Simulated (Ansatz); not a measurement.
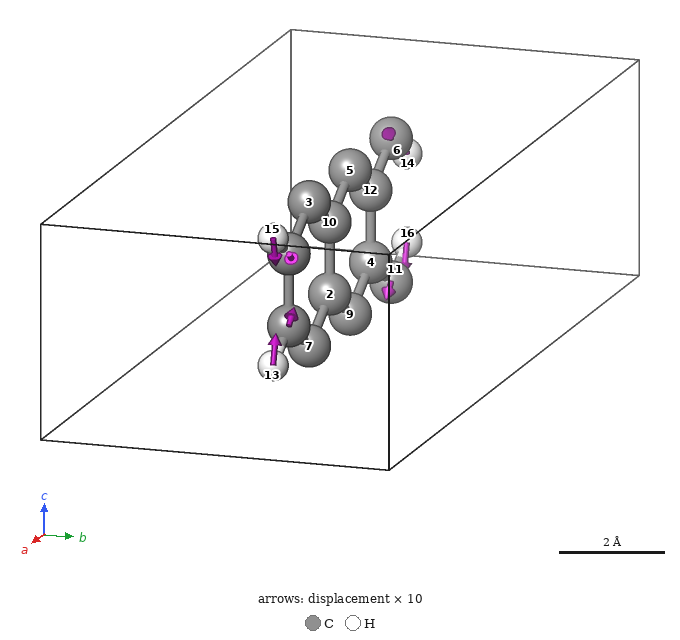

This is a relaxation of a wire of composition HC3. The starting structure is drawn; purple arrows show the displacements (the part carried along by the change of the cell is left out), 10 times their true length.

Style: ball-and-stick. Shown: the cell of the calculation, with the vacuum cut short, slightly off an axis.

Case: armchair ribbon, 6 formula units a period, edges capped with H.

Computed with DFT PBEsol, scalar-relativistic, plane waves, PAW (Ansatz).

Input
```yaml
crystal:
  lattice:
    - [17.0, 0.0, 0.0]
    - [0.0, 9.3, 0.0]
    - [0.0, 0.0, 4.2588411478]
  atoms:
    - { symbol: C, position: [0.6807972855, 0.5, 0.3333333333] }
    - { symbol: C, position: [0.5361594571, 0.5, 0.3333333333] }
    - { symbol: C, position: [0.6084783713, 0.5, 0.8333333333] }
    - { symbol: C, position: [0.3915216287, 0.5, 0.3333333333] }
    - { symbol: C, position: [0.4638405429, 0.5, 0.8333333333] }
    - { symbol: C, position: [0.3192027145, 0.5, 0.8333333333] }
    - { symbol: C, position: [0.6084783713, 0.5, 0.1666666667] }
    - { symbol: C, position: [0.6807972855, 0.5, 0.6666666667] }
    - { symbol: C, position: [0.4638405429, 0.5, 0.1666666667] }
    - { symbol: C, position: [0.5361594571, 0.5, 0.6666666667] }
    - { symbol: C, position: [0.3192027145, 0.5, 0.1666666667] }
    - { symbol: C, position: [0.3915216287, 0.5, 0.6666666667] }
    - { symbol: H, position: [0.7363247967, 0.5, 0.2053642495] }
    - { symbol: H, position: [0.2636752033, 0.5, 0.7053642495] }
    - { symbol: H, position: [0.7363247967, 0.5, 0.7946357505] }
    - { symbol: H, position: [0.2636752033, 0.5, 0.2946357505] }
basis:
  ecutwfc: 420
kpoints:
  mp_grid: { grid: [1, 1, 13] }
hamiltonian:
  xc: pbesol
scf:
  occupations: { method: gaussian, width: 0.05 }
output:
  forces: true
  stress: true
  eigenvalues: true
  populations: true
  write_density: true
  write_potential: true
  elf: true
  volumetric_format: npy
relax:
  adjacent_minimum: "off"
  f_tol: 0.02
  max_steps: 45
  cell: { fix: [a, b, alpha, beta, gamma], stress_tol: 0.03 }
```

Launched with:
```bash
ansatz run input.yaml --threads 4 --pin off --max-ram 11264MiB --backend cpu --events-out ev --progress --plain --runs-dir out
```

> Which element moves most?

Hydrogen: up to 0.063 Å, against 0.045 Å for carbon.

> What did the optimiser do to the structure, and how much energy did it gain?

The largest moves relative to the centre of the atoms, 0.063 Å, are those of H13, H14, H15 and H16. By element the largest moves are H 0.063 Å, C 0.045 Å. Along the periodic axis the drawn cell goes c 4.259 → 4.296 Å (+0.9 %). Among the contacts that change: C1–C8 1.420 → 1.374 Å, C3–C7 1.420 → 1.446 Å, C1–C7 1.420 → 1.406 Å, C2–C10 1.420 → 1.428 Å. Over 4 accepted moves (5 points after the start) the energy falls by 0.205 eV per cell of the calculation. The largest force component goes from 2 to 0.0016 eV/Å. The SCF was repeated once at an unchanged geometry on a basis and grid sized afresh for the cell, which shifted the energy by 3.9 meV per cell of the calculation at most.
